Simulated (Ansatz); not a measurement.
The structure in question:

```xyz
24
Lattice="5.6149 0.0000 0.0000 0.0000 5.6149 0.0000 0.0000 0.0000 11.2301" Properties=species:S:1:pos:R:3 pbc="T T T"
Si    4.8305    1.4037    1.4038
Si    4.2112    2.0231    4.2113
Si    1.4037    3.5918    4.2113
Si    0.7844    4.2112    1.4038
O     1.5872    4.0277    0.0000
O     4.0277    1.5872    0.0000
O     0.0000    2.8074    4.1071
O     2.8074    2.8074    4.3155
O     0.0000    0.0000    1.2995
O     1.5872    4.3946    2.8075
O     4.0277    1.2203    2.8075
O     0.0000    2.8074    1.5080
Si    2.0231    4.2112    7.0188
Si    1.4037    4.8305    9.8263
Si    4.2112    0.7844    9.8263
Si    3.5918    1.4037    7.0188
O     4.3946    1.2203    5.6150
O     1.2203    4.3946    5.6150
O     2.8074    0.0000    9.7221
O     0.0000    0.0000    9.9305
O     2.8074    2.8074    6.9146
O     4.3946    1.5872    8.4226
O     1.2203    4.0277    8.4226
O     2.8074    0.0000    7.1230
```

Summarise the structure in words.

Answer. The structure is one of SiO2. The symmetry is that of I4_122 (No. 98), on a body-centred tetragonal lattice. In the cell are 8 Si, 16 O, which makes 8 formula units. The polyhedra are SiO4 tetrahedra; they share corners. Around each Si lie four O in a distorted tetrahedral arrangement at 1.61 to 1.63 Å. The coordination shell of O holds two Si at 1.61 to 1.63 Å. The bonds build a three-dimensional framework.

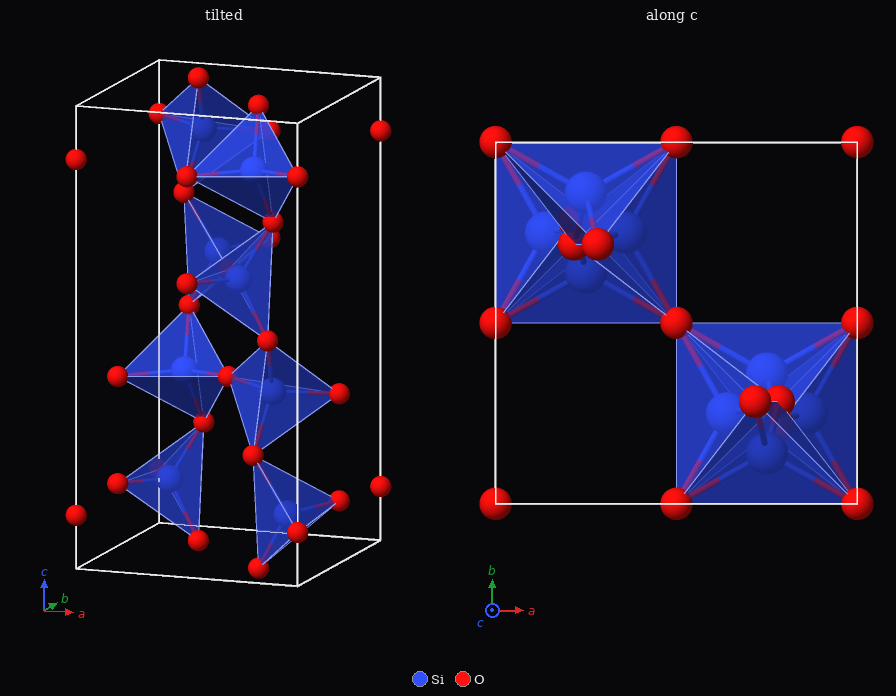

A polyhedral rendering, viewed slightly off an axis and along the c axis. One conventional unit cell is framed, with atoms on its boundary repeated.

The structure comes from a structure listed in the Materials Project. The picture shows the end point of a geometry optimisation with DFT r2SCAN, scalar-relativistic, plane waves, PAW (Ansatz).
